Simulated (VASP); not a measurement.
## C: geometry relaxation (part 2 of 3)

Continued. System: C (4 atoms in the cell). Method: Kohn-Sham DFT of a periodic cell, PBEsol, VASP PAW PBE potentials, recommended, no spin polarisation (VASP 6.6.1); cutoff 520 eV, 15×15×6 k-mesh, Gaussian smearing of 0.02 eV. The structure derives from an entry of the Crystallography Open Database.

Geometry of the input (Å; fractional positions):
```
2.4560  0.0000  0.0000
-1.2280  2.1270  0.0000
0.0000  0.0000  6.6960
C  0.0000  0.0000  0.7500
C  0.0000  0.0000  0.2500
C  0.3333  0.6667  0.7500
C  0.6667  0.3333  0.2500
```

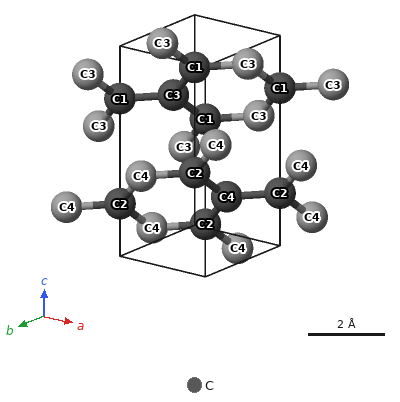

The starting structure (ball-and-stick view of the cell of the calculation, seen at an oblique angle; neighbours outside the cell are drawn fainter; atoms are numbered from 1 in the order of the input).

Parts of OUTCAR, continued
```
  Cartesian coordinates                     Fractional coordinates (reciprocal lattice)
     0.027144408  0.015671831  0.000000000     0.066666667  0.000000000  0.000000000
     0.000000000  0.031343663  0.000000000     0.000000000  0.066666667  0.000000000
     0.000000000  0.000000000  0.024890482     0.000000000  0.000000000  0.166666667

  Length of vectors
     0.031343663  0.031343663  0.024890482

  Shift w.r.t. Gamma in fractional coordinates (k-lattice)
     0.000000000  0.000000000  0.000000000

 Subroutine IBZKPT returns following result:
 ===========================================

 Found    108 irreducible k-points:

 Following reciprocal coordinates:
            Coordinates               Weight
  0.000000  0.000000  0.000000      1.000000
  0.066667  0.000000  0.000000      6.000000
  0.133333  0.000000  0.000000      6.000000
  0.200000 -0.000000  0.000000      6.000000
  0.266667  0.000000  0.000000      6.000000
  0.333333  0.000000  0.000000      6.000000
  0.400000  0.000000  0.000000      6.000000
  0.466667  0.000000  0.000000      6.000000
  0.066667  0.066667  0.000000      6.000000
  0.133333  0.066667  0.000000     12.000000
  0.200000  0.066667  0.000000     12.000000
  0.266667  0.066667  0.000000     12.000000
  0.333333  0.066667  0.000000     12.000000
  0.400000  0.066667  0.000000     12.000000
  0.466667  0.066667  0.000000      6.000000
  0.133333  0.133333  0.000000      6.000000
  0.200000  0.133333  0.000000     12.000000
  0.266667  0.133333  0.000000     12.000000
  0.333333  0.133333  0.000000     12.000000
  0.400000  0.133333  0.000000     12.000000
  0.200000  0.200000  0.000000      6.000000
  0.266667  0.200000  0.000000     12.000000
  0.333333  0.200000  0.000000     12.000000
  0.400000  0.200000  0.000000      6.000000
 [... further k-points ...]
   k-points           NKPTS =    108   k-points in BZ     NKDIM =    108   number of bands    NBANDS=     12
   number of dos      NEDOS =    301   number of ions     NIONS =      4
   total plane-waves  NPLWV =  16200
   dimension x,y,z NGX =    18 NGY =   18 NGZ =   50
   dimension x,y,z NGXF=    36 NGYF=   36 NGZF=  100
   ions per type =               4
   NGX,Y,Z   is equivalent  to a cutoff of  12.18, 12.18, 12.41 a.u.
   NGXF,Y,Z  is equivalent  to a cutoff of  24.37, 24.37, 24.83 a.u.
 SYSTEM =  C
   PREC   = accura    normal or accurate (medium, high low for compatibility)
   ISTART =      0    job   : 0-new  1-cont  2-samecut
   ICHARG =      2    charge: 1-file 2-atom 10-const
   ISPIN  =      1    spin polarized calculation?
   LNONCOLLINEAR =      F non collinear calculations
   LSORBIT =      F    spin-orbit coupling
   LASPH  =      T    aspherical Exc in radial PAW
   ENCUT  =  520.0 eV  38.22 Ry    6.18 a.u.   4.57  4.57 12.45*2*pi/ulx,y,z
   NELM   =    100;   NELMIN=  2; NELMDL= -5     # of ELM steps
   EDIFF  = 0.1E-06   stopping-criterion for ELM
   LREAL  =      F    real-space projection
   EDIFFG = -.2E-02   stopping-criterion for IOM
   NSW    =     80    number of steps for IOM
   IBRION =      2    ionic relax: 0-MD 1-quasi-New 2-CG
   NFREE  =      1    steps in history (QN), initial steepest desc. (CG)
   ISIF   =      3    stress and relaxation
   ISYM   =      2    0-nonsym 1-usesym 2-fastsym
   POTIM  = 0.5000    time-step for ionic-motion
   TEBEG  =    0.0;   TEEND  =   0.0 temperature during run
   PSTRESS=    0.0 pullay stress
   NELECT =      16.0000    total number of electrons
   NUPDOWN=      -1.0000    fix difference up-down
   EMIN   =  10.00;   EMAX   =-10.00  energy-range for DOS
   EFERMI =   0.00;   METHOD = LEGACY
   ISMEAR =     0;   SIGMA  =   0.02  broadening in eV -4-tet -1-fermi 0-gaus
   EFERMI_NEDOS =   21; number of points for ismear=-14 and -15
   IALGO  =     38    algorithm
   IMIX   =      4    mixing-type and parameters
     AMIX     =   0.40;   BMIX     =  1.00
     AMIX_MAG =   1.60;   BMIX_MAG =  1.00
  volume/ion in A,a.u.               =       8.74        59.01
  Fermi-wavevector in a.u.,A,eV,Ry     =   1.261384  2.383670 21.648079  1.591089
  Thomas-Fermi vector in A             =   2.394846
   LORBIT       =      0    0 simple, 1 ext, 2 COOP (PROOUT), +10 PAW based schemes
   GGA     = PS    functional components
   LHFCALC =     F    Hartree Fock is set to
   AEXX    =    0.0000 exact exchange contribution
   IVDW    =     0    specifies the selected vdW correction
   LEPSILON=     F    determine dielectric tensor
   LRPA    =     F    only Hartree local field effects (RPA)
 conjugate gradient relaxation of ions
 non-spin polarized calculation
 Gauss-broadening in eV      SIGMA  =   0.02
  energy-cutoff  :      520.00
  volume of cell :       34.98
 maximum number of plane-waves:       979
   NGX =  9   NGY =  9   NGZ = 25

--------------------------------------- Ionic step        1  -------------------------------------------

 number of electron      15.9999994 magnetization

 Free energy of the ion-electron system (eV)
  ---------------------------------------------------
  ext. energy  EPLUGINS =         0.00000000
  ---------------------------------------------------
  free energy    TOTEN  =       -38.56553372 eV

  energy without entropy =      -38.56536353  energy(sigma->0) =      -38.56544863

------------------------ aborting loop because EDIFF is reached ----------------------------------------

  FORCE on cell =-STRESS in cart. coord.  units (eV):
  Direction    XX          YY          ZZ          XY          YZ          ZX
  --------------------------------------------------------------------------------------
  -------------------------------------------------------------------------------------
  Total        0.5314321      0.5314321      0.2896856      0.0000000     -0.0000000      0.0000000
  in kB       24.3419624     24.3419624     13.2688920      0.0000000     -0.0000000      0.0000000
  external PRESSURE =      20.6509389 kB  Pullay stress =       0.0000000 kB

 VOLUME and BASIS-vectors are now :
 -----------------------------------------------------------------------------
  energy-cutoff  :      520.00
  volume of cell :       34.98
      direct lattice vectors                 reciprocal lattice vectors
     2.456000000  0.000000000  0.000000000     0.407166124  0.235077471  0.000000000
    -1.228000000  2.126958390  0.000000000     0.000000000  0.470154943  0.000000000
     0.000000000  0.000000000  6.696000000     0.000000000  0.000000000  0.149342891

 POSITION                                       TOTAL-FORCE (eV/Angst)
 -----------------------------------------------------------------------------------
      0.00000      0.00000      5.02200        -0.000000      0.000000      0.000000
      0.00000      0.00000      1.67400         0.000000     -0.000000      0.000000
     -0.00000      1.41797      5.02200        -0.000000     -0.000000     -0.000000
      1.22800      0.70899      1.67400         0.000000      0.000000      0.000000
 -----------------------------------------------------------------------------------
    total drift:                               -0.000000      0.000000     -0.000000

  FREE ENERGIE OF THE ION-ELECTRON SYSTEM (eV)
  ---------------------------------------------------
  free  energy   TOTEN  =       -38.5655337207 eV

  energy  without entropy=      -38.5653635344  energy(sigma->0) =      -38.56544863

--------------------------------------- Ionic step        2  -------------------------------------------

 number of electron      15.9999994 magnetization

------------------------ aborting loop because EDIFF is reached ----------------------------------------

  FORCE on cell =-STRESS in cart. coord.  units (eV):
  Direction    XX          YY          ZZ          XY          YZ          ZX
  --------------------------------------------------------------------------------------
  -------------------------------------------------------------------------------------
  Total       -1.2169423     -1.2169423      0.2763423      0.0000000      0.0000000      0.0000000
  in kB      -54.8420487    -54.8420486     12.4534875      0.0000000      0.0000000      0.0000000
  external PRESSURE =     -32.4102033 kB  Pullay stress =       0.0000000 kB

 VOLUME and BASIS-vectors are now :
 -----------------------------------------------------------------------------
  energy-cutoff  :      520.00
  volume of cell :       35.55
      direct lattice vectors                 reciprocal lattice vectors
     2.471741546  0.000000000  0.000000000     0.404573044  0.233580356  0.000000000
    -1.235870773  2.140590968 -0.000000000     0.000000000  0.467160712  0.000000000
     0.000000000 -0.000000000  6.719394487     0.000000000  0.000000000  0.148822934

 POSITION                                       TOTAL-FORCE (eV/Angst)
 -----------------------------------------------------------------------------------
      2.47174     -0.00000      5.03955        -0.000000      0.000000     -0.000000
      1.23587      2.14059      1.67985         0.000000     -0.000000      0.000000
     -0.00000      1.42706      5.03955        -0.000000     -0.000000      0.000000
      1.23587      0.71353      1.67985         0.000000      0.000000     -0.000000
 -----------------------------------------------------------------------------------
    total drift:                               -0.000000      0.000000     -0.000000

  FREE ENERGIE OF THE ION-ELECTRON SYSTEM (eV)
  ---------------------------------------------------
  free  energy   TOTEN  =       -38.5620742063 eV

  energy  without entropy=      -38.5619022202  energy(sigma->0) =      -38.56198821

--------------------------------------- Ionic step        3  -------------------------------------------

 number of electron      15.9999994 magnetization

------------------------ aborting loop because EDIFF is reached ----------------------------------------

  FORCE on cell =-STRESS in cart. coord.  units (eV):
  Direction    XX          YY          ZZ          XY          YZ          ZX
  --------------------------------------------------------------------------------------
  -------------------------------------------------------------------------------------
  Total       -0.0787203     -0.0787203      0.2851851      0.0000000      0.0000000      0.0000000
  in kB       -3.5855183     -3.5855183     12.9894940      0.0000000      0.0000000      0.0000000
  external PRESSURE =       1.9394858 kB  Pullay stress =       0.0000000 kB

 VOLUME and BASIS-vectors are now :
 -----------------------------------------------------------------------------
  energy-cutoff  :      520.00
  volume of cell :       35.18
      direct lattice vectors                 reciprocal lattice vectors
     2.461432348  0.000000000  0.000000000     0.406267514  0.234558659  0.000000000
    -1.230716174  2.131662941 -0.000000000     0.000000000  0.469117317  0.000000000
     0.000000000 -0.000000000  6.704073349     0.000000000  0.000000000  0.149163046

 POSITION                                       TOTAL-FORCE (eV/Angst)
 -----------------------------------------------------------------------------------
     -0.00000     -0.00000      5.02806        -0.000000      0.000000      0.000000
      0.00000     -0.00000      1.67602         0.000000     -0.000000      0.000000
     -0.00000      1.42111      5.02806         0.000000      0.000000      0.000000
      1.23072      0.71055      1.67602        -0.000000     -0.000000     -0.000000
 -----------------------------------------------------------------------------------
    total drift:                               -0.000000      0.000000     -0.000000

  FREE ENERGIE OF THE ION-ELECTRON SYSTEM (eV)
  ---------------------------------------------------
  free  energy   TOTEN  =       -38.5668726006 eV

  energy  without entropy=      -38.5667017892  energy(sigma->0) =      -38.56678719

--------------------------------------- Ionic step        4  -------------------------------------------

 number of electron      15.9999994 magnetization

------------------------ aborting loop because EDIFF is reached ----------------------------------------

  FORCE on cell =-STRESS in cart. coord.  units (eV):
  Direction    XX          YY          ZZ          XY          YZ          ZX
  --------------------------------------------------------------------------------------
  -------------------------------------------------------------------------------------
  Total       -0.0734097     -0.0734097      0.2624630      0.0000000      0.0000000      0.0000000
  in kB       -3.3322725     -3.3322725     11.9139330      0.0000000      0.0000000      0.0000000
  external PRESSURE =       1.7497960 kB  Pullay stress =       0.0000000 kB

 VOLUME and BASIS-vectors are now :
 -----------------------------------------------------------------------------
  energy-cutoff  :      520.00
  volume of cell :       35.30
      direct lattice vectors                 reciprocal lattice vectors
     2.461404446  0.000000000  0.000000000     0.406272119  0.234561317  0.000000000
    -1.230702223  2.131638778 -0.000000000     0.000000000  0.469122635  0.000000000
    -0.000000000 -0.000000000  6.727085592     0.000000000  0.000000000  0.148652784

 POSITION                                       TOTAL-FORCE (eV/Angst)
 -----------------------------------------------------------------------------------
     -0.00000     -0.00000      5.04531         0.000000     -0.000000      0.000000
     -1.23070      2.13164      1.68177        -0.000000      0.000000     -0.000000
     -0.00000      1.42109      5.04531        -0.000000      0.000000     -0.000000
      1.23070      0.71055      1.68177        -0.000000     -0.000000      0.000000
 -----------------------------------------------------------------------------------
    total drift:                               -0.000000      0.000000     -0.000000

  FREE ENERGIE OF THE ION-ELECTRON SYSTEM (eV)
  ---------------------------------------------------
  free  energy   TOTEN  =       -38.5678157258 eV

  energy  without entropy=      -38.5676412735  energy(sigma->0) =      -38.56772850

--------------------------------------- Ionic step        5  -------------------------------------------

 number of electron      15.9999994 magnetization

------------------------ aborting loop because EDIFF is reached ----------------------------------------
```
